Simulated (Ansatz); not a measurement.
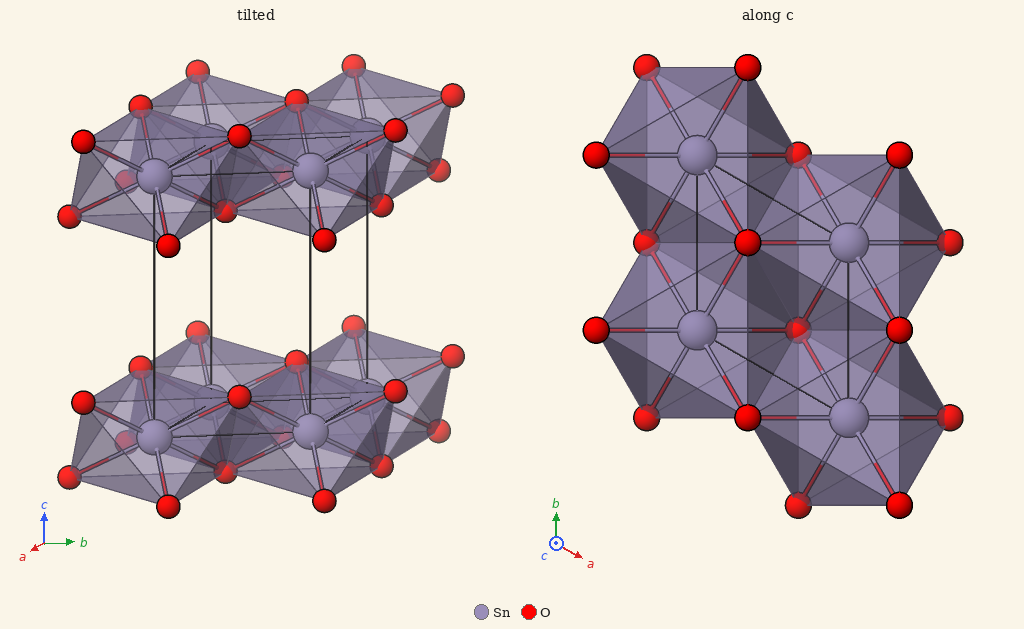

The image is a polyhedral drawing of a crystal, viewed slightly off an axis and along the c axis. The parallelepiped is the conventional unit cell. Some atoms of the next cells are drawn as well.

SnO₂, cadmium iodide (CdI₂, 1T) type, space group P-3m1 (No. 164), a = 3.228 Å, b = 3.228 Å, c = 5.490 Å, α = 90.00°, β = 90.00°, γ = 120.00°. The initial geometry was a random cell made by a generator, so it need not be a real form of the compound. Earlier steps of the study, as a rule a relaxation of our own, may have changed the cell and positions, so they can lie some per cent off the listed ones. A calculation with Ansatz used it as input.

This one geometry was computed with Ansatz (DFT, plane waves, PAW) at four levels of theory: PBE, r2SCAN, LDA and HSE06.

Which level gives the highest pressure at this volume, and what does that say about its equilibrium volume?

Answer. Highest: PBE (0.0 GPa), which points to the largest equilibrium volume. Lowest, with the smallest volume: LDA (-7.2 GPa) and HSE06 (-7.0 GPa). Levels within 0.5 GPa of each other can't be told apart.

How does the band gap change with the level of theory?

Answer. LDA: a gap of 2.14 eV, indirect; PBE: a gap of 2.29 eV, indirect; r2SCAN: a gap of 2.80 eV, indirect; HSE06: a gap of 3.84 eV, indirect.

Collect the results in a table.

Answer.
| level | cutoff (eV) | k-mesh of the run's cell | gap (eV) | pressure (GPa) |
| --- | --- | --- | --- | --- |
| PBE | 420 | 12×12×6 | 2.29 | 0.0 |
| r2SCAN | 500 | 12×12×6 | 2.80 | -5.6 |
| LDA | 420 | 12×12×6 | 2.14 | -7.2 |
| HSE06 | 420 | 6×6×4 | 3.84 | -7.0 |

Gaps are taken on the k-mesh or band path of each run.
